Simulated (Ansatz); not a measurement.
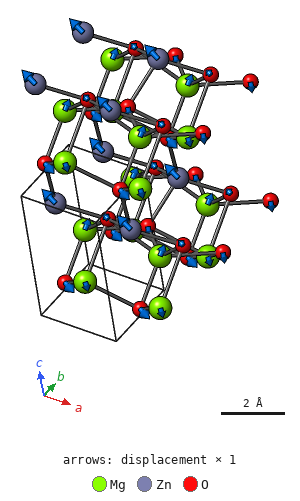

This is a relaxation of crystalline Mg2ZnO3 (built on the Ca2ZnGa3-8 type type). The starting structure is drawn; blue arrows show the displacements (the part carried along by the change of the cell is left out), at their true length.

The picture is a ball-and-stick view of the cell of the calculation, reduced to other axes, repeated 2 × 2 × 2 with one cell outlined, seen slightly off an axis. Lengths and directions refer to the drawn axes.

Case: shaken.

These are results of DFT, PBEsol, plane waves, PAW (Ansatz 0.2.0), not measurements. (plane-wave cutoff 420 eV; k-point mesh 6 × 6 × 4; occupations fermi dirac; smearing width 0.05 eV; no spin polarisation; cell and atoms relaxed; force threshold 0.01 eV/Å; at most 120 steps)

Q: What did the optimiser do to the structure, and how much energy did it gain?

A: The largest move relative to the cell is that of the Zn atom, 0.68 Å roughly along [−3 1 2]. Largest moves by element: Zn 0.68 Å, O 0.55 Å, Mg 0.42 Å. The volume changes by −16.6 %, with a 2.878 → 2.997 Å (+4.1 %), b 5.168 → 5.179 Å (+0.2 %), c 5.259 → 5.179 Å (−1.5 %), α 114.4° → 131.8°, β 90.0° → 73.2°, γ 105.3° → 106.8°. Among the contacts that change: O–Zn 4.001 → 2.114 Å, Mg–O 3.889 → 2.115 Å, Mg–O 3.528 → 2.115 Å, O–Zn 3.459 → 2.139 Å. New bonds form: Mg–O (3.53 → 2.11 Å), Mg–O (3.89 → 2.11 Å), O–Zn (3.46 → 2.14 Å), O–Zn (4.00 → 2.11 Å). Among the angles between lasting bonds that change: O–Zn–O 119.3° → 180.0°, Mg–O–Zn 129.8° → 179.0°, Mg–O–Zn 132.5° → 90.1°. The space group (tolerance 0.01 Å) goes from P1 (No. 1) to Immm (No. 71). The energy falls by 347 meV per atom in 24 accepted moves (28 points after the start). The largest force component goes from 3 to 0.00017 eV/Å. Pressure: 9.89 GPa at the start and 0.00 GPa at the end. The line search rejected the trial step at point 10 of the run. The SCF was repeated 3 times at an unchanged geometry on a basis and grid sized afresh for the cell, which shifted the energy by 9.4 meV per atom at most. The run took 3.4 min on 2 threads of Arm Neoverse V1, on a shared host, peak memory 0.47 GiB.
